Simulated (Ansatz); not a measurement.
Start from this file.

```
Cs
1.0
     5.10769    0.00000    0.00000
     0.00000    5.10769    0.00000
     0.00000    0.00000   19.19213
Cs
4
Direct
  0.00000 0.50000 0.25000
  0.00000 0.00000 0.00000
  0.50000 0.00000 0.75000
  0.50000 0.50000 0.50000
```

> Interpret the file: composition, symmetry and coordination.

The element is caesium. It is body-centred tetragonal, space group I4_1/amd (No. 141). The cell holds four atoms. About every Cs there are eight Cs at 5.11 to 5.44 Å. The bonds build a three-dimensional framework.

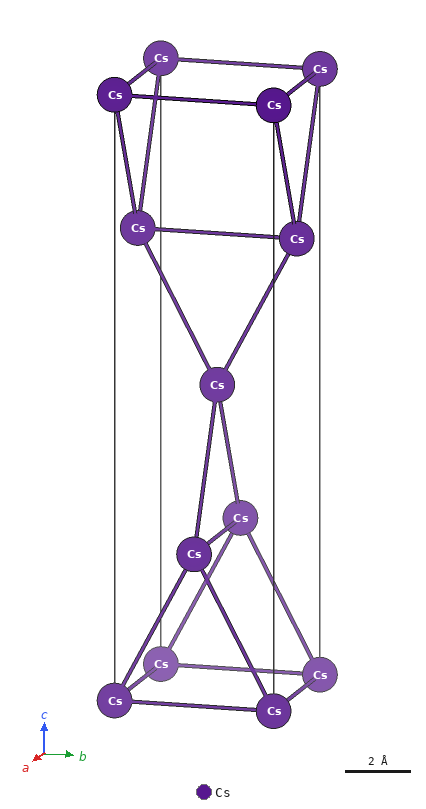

An orthographic ball-and-stick view of the structure, slightly off an axis. The parallelepiped is the conventional unit cell. Colours: caesium purple.

The initial geometry was a structure listed in the Materials Project. Earlier steps of the study may have refined or changed the cell and positions. It was the input of a calculation with Ansatz.
